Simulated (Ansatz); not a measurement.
# Band-structure calculation of MoSe$_{2}$ (part 2 of 2)

Continued. System: MoSe$_{2}$ (P6₃/mmc, 6 atoms in the cell). Method: DFT, HSE06, plane waves, PAW, no spin polarisation (Ansatz 0.2.0); cutoff 420 eV, 6×6×2 k-mesh, fixed occupations. The structure was built on a prototype by a generator. The geometry comes from this level: r2scan-rvv10 (a point of a series of strains). It belongs to a series of runs on one base structure; here: hydrostatic strain -4.0%.

Geometry of the input (Å; fractional positions):
```
3.1732  0.0000  0.0000
-1.5866  2.7481  0.0000
0.0000  0.0000  12.5643
Mo 0.3333  0.6667  0.2500
Mo 0.6667  0.3333  0.7500
Se 0.6667  0.3333  0.3846
Se 0.6667  0.3333  0.1154
Se 0.3333  0.6667  0.8846
Se 0.3333  0.6667  0.6154
```

```
hybrid outer 3: dexx = +1.794e-9 eV, tail = 3.65e-9 eV, Δε = 8.77e-5 eV (about 3.23e-5 eV left of the loop's levels), ΔF = 1.09e-4 eV/Å (tail 4.07e-4)
the search or the solves at the SCF's close seem to have found levels that the self-consistency loop had missed (the run counts 1). By its estimate they hold under 1e-12 electrons; where the run keeps them, the occupations were computed again with them
NSCF: frozen V_eff on 7 k-points
hybrid SCF converged: 3 outer / 17 inner (+5 warm-up), last move |dexx| = 1.79e-9 eV, tail = 3.65e-9 eV
Stability not checked: this state was not tested for a lower state beside it, because the functional holds exact exchange (a hybrid, or Hartree-Fock), whose exchange loop this test does not read (fock_operator; see scf.lower_state_search)
Free energy (F): -31801.936922 eV
Frozen-core exchange: fock
Harris-Foulkes:  -31801.936922 eV  (|F-HF|=1.48e-9)
Internal energy: -31801.936922 eV  (E = F + TS)
E sigma→0 (E₀):  -31801.936922 eV
Fermi energy:    13.821752 eV
--- Per-component energies (eV) ---
  E_band       = -1726.099012
  E_kinetic    = 1363.414897
  E_local      = -10811.931343  (includes V_loc(G=0)·N_el)
  E_nonlocal   = -2101.501125
  E_hartree    = 5170.481693
  E_xc         = -633.814617
  E_vxc        = -685.041733  (∫ρ·V_xc dr)
  E_exx        = -357.800319  (= α·E_x^exact, valence–valence)
  E_paw        = -13847.346425  (= ΣΔE_a)
  E_vpaw       = 883.598618  (= ΣTr[D̂ρ^β])
  E_aug_tail   = -0.002298  (compensation charges beyond the density's cutoff)
  E_ewald      = -10578.274976
  E_core_change = -5.162408  (= ΣΔE_core)
  E_smearing   = -0.000000  (= −TS)
  E_closure    = -0.000001  (closes the sum)
  Σ components = -31801.936922   (vs F -31801.936922, Δ=0.00e0)
--- Forces (eV/Å), atoms counted from 1 ---
  atom   1  Mo     0.00000000     0.00000000     0.00000000
  atom   2  Mo    -0.00000000    -0.00000000     0.00000000
  atom   3  Se     0.00000000    -0.00000000    -0.32995401
  atom   4  Se    -0.00000000    -0.00000000     0.32995401
  atom   5  Se     0.00000000     0.00000000    -0.32995401
  atom   6  Se     0.00000000     0.00000000     0.32995401
  max |Σ_I F_I| component: 2.60e-18 eV/Å
--- Stress (GPa, compression-positive) ---
        9.815903      -0.000000       0.000000
       -0.000000       9.815903       0.000000
        0.000000       0.000000       3.240248
  P = ⅓ Tr σ = 7.6240 GPa (76.240 kbar)
--- Band table (eV; the first three rows and the last of 14) ---
  k-point 0: bands = ["-51.1996", "-51.1996", "-37.8651", "-37.8651", "-37.8649", "-37.8649", "-37.8648", "-37.8648", "-37.8647", "-37.8647", "-37.8230", "-37.8230", "-37.8221", "-37.8221", "-37.8219", "-37.8219", "-37.8211", "-37.8211", "-37.8084", "-37.8078", "-37.8064", "-37.8058", "-24.0454", "-24.0451", "-23.6747", "-23.6747", "-23.6747", "-23.6747", "-3.0191", "-2.4792", "-2.0077", "-1.2125", "6.0468", "7.7424", "9.3849", "11.1476", "11.1476", "11.1744", "11.1744", "12.1549", "12.4318", "12.4318", "12.5156", "12.5156", "12.9882", "13.8218", "17.3594", "17.3594", "17.4548", "17.4548", "17.4858"]
  k-point 1: bands = ["-51.1996", "-51.1996", "-37.8650", "-37.8650", "-37.8650", "-37.8650", "-37.8647", "-37.8647", "-37.8647", "-37.8647", "-37.8227", "-37.8227", "-37.8227", "-37.8227", "-37.8213", "-37.8213", "-37.8213", "-37.8213", "-37.8081", "-37.8081", "-37.8061", "-37.8061", "-24.0452", "-24.0452", "-23.6747", "-23.6747", "-23.6747", "-23.6747", "-2.8311", "-2.8311", "-1.5332", "-1.5332", "6.6891", "6.6891", "10.7854", "10.7854", "11.1606", "11.1606", "11.1606", "11.1606", "12.4738", "12.4738", "12.4738", "12.4738", "13.5919", "13.5919", "17.3703", "17.3703", "17.3703", "17.3703", "17.6894"]
  k-point 2: bands = ["-51.1879", "-51.1879", "-37.8650", "-37.8649", "-37.8648", "-37.8647", "-37.8632", "-37.8631", "-37.8630", "-37.8629", "-37.8233", "-37.8232", "-37.8229", "-37.8225", "-37.8223", "-37.8222", "-37.8221", "-37.8213", "-37.8074", "-37.8070", "-37.8054", "-37.8049", "-24.0201", "-24.0197", "-23.7939", "-23.7939", "-23.7017", "-23.7017", "-2.5279", "-1.9996", "-1.6932", "-0.9706", "6.6154", "8.2869", "9.0289", "10.0410", "10.1687", "10.8568", "11.6135", "11.6861", "11.7248", "11.8438", "12.0613", "12.2969", "12.9640", "13.0689", "16.1520", "16.7115", "16.7391", "16.7715", "17.1720"]
  k-point 13: bands = ["-51.1470", "-51.1470", "-37.8617", "-37.8617", "-37.8605", "-37.8605", "-37.8603", "-37.8603", "-37.8602", "-37.8602", "-37.8255", "-37.8255", "-37.8246", "-37.8246", "-37.8235", "-37.8235", "-37.8224", "-37.8224", "-37.8043", "-37.8043", "-37.8019", "-37.8019", "-24.0139", "-24.0139", "-23.9804", "-23.9804", "-23.9299", "-23.9299", "0.0282", "0.0282", "0.1111", "0.1111", "7.3021", "7.3021", "7.7994", "7.7994", "8.6578", "8.6578", "8.9443", "8.9443", "10.2654", "10.2654", "10.6881", "10.6881", "13.4429", "13.4429", "15.9496", "15.9496", "16.4494", "16.4494", "17.5628"]
```

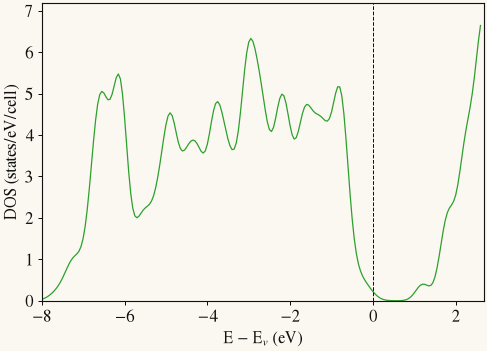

Density of states (the curve is built from the levels of the k mesh with Gaussians 0.4 eV wide, which also blur the band edges), with energies from the valence-band top. There is a gap of 1.20 eV on the k-point mesh. Small ripples come from the finite k-point mesh.

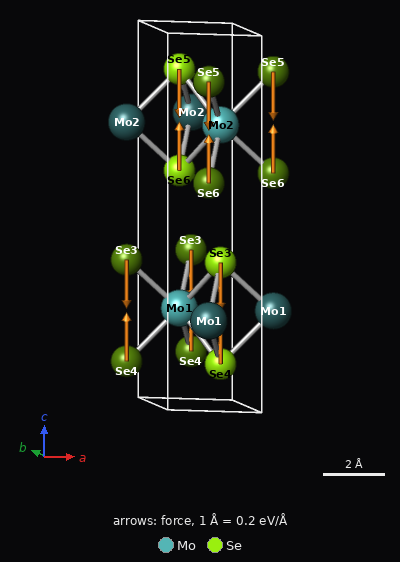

Forces on the atoms as orange arrows (ball-and-stick view of the cell of the calculation, seen slightly off an axis; neighbours outside the cell are drawn fainter; atoms are numbered from 1 in the order of the input). The largest act on all 4 Se atoms (0.33 eV/Å). The geometry is not a stationary point of this energy.

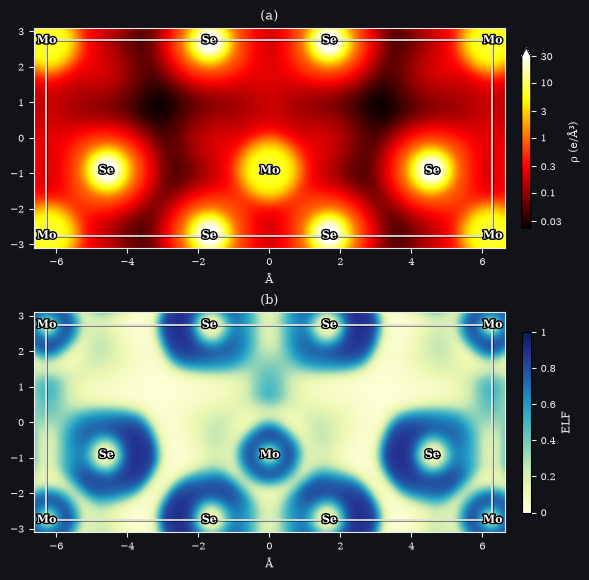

(a) valence pseudo-density; (b) ELF on the (110) plane of the conventional cell. The section cuts through Mo and Se sites. Mo–Se (2.49 Å): ρ at the midpoint is about 0.57 e/Å³; the ELF is about 0.50 at the midpoint. Away from the nuclei the density in this plane falls to 0.02 e/Å³ at its lowest. The strong features right at Mo lie inside the PAW spheres (semicore, d or f shells) and say nothing about bonding. Core electrons are frozen (PAW), so the fields are smoothed inside the atomic spheres.

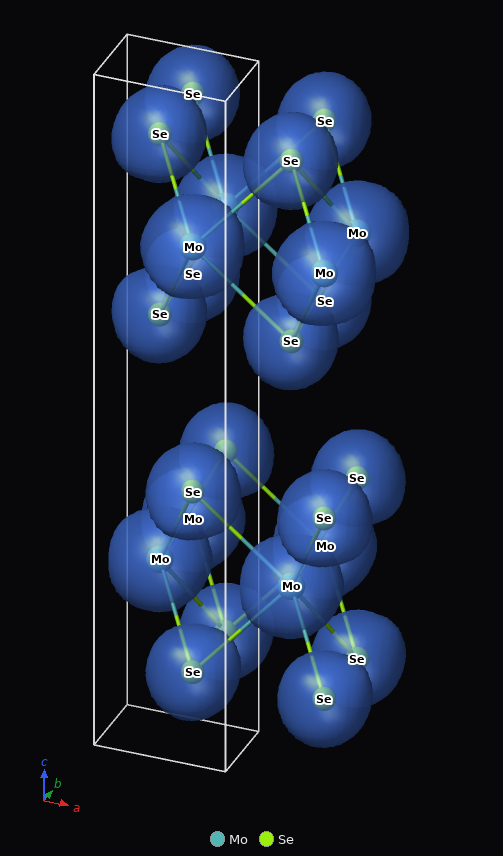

Isosurface of the valence electron density at 0.8 e/Å³ (blue), seen slightly off an axis. Sticks mark near contacts. The outline is the cell set on symmetry axes. At this value the density breaks into separate islands; it holds about 75 % of the electrons treated as valence (semicore included). It is pinched off along the Mo–Se (2.49 Å) contacts. On the grid the lowest density along these lines, outside the cores, is 0.57 e/Å³ (Mo–Se, 2.49 Å).

**Results in brief**

| quantity | value |
| --- | --- |
| outcome | converged |
| space group (tolerance 0.01 Å) | P6₃/mmc (194) |
| electrons treated | 92 |
| free energy | −31801.9369 eV |
| Fermi energy | 13.822 eV |
| gap on the k-point mesh | 1.20 eV |
| pressure | 7.62 GPa |
| largest force (length of the vector) | 0.330 eV/Å |
| wall time | 52 s (CPU time 76 s) |
| peak memory | 2.6 GiB |

**Notes**

Warnings of the run: the exchange loop's threshold is looser than advised for the stress; the SCF threshold is looser than advised for the printed stress.
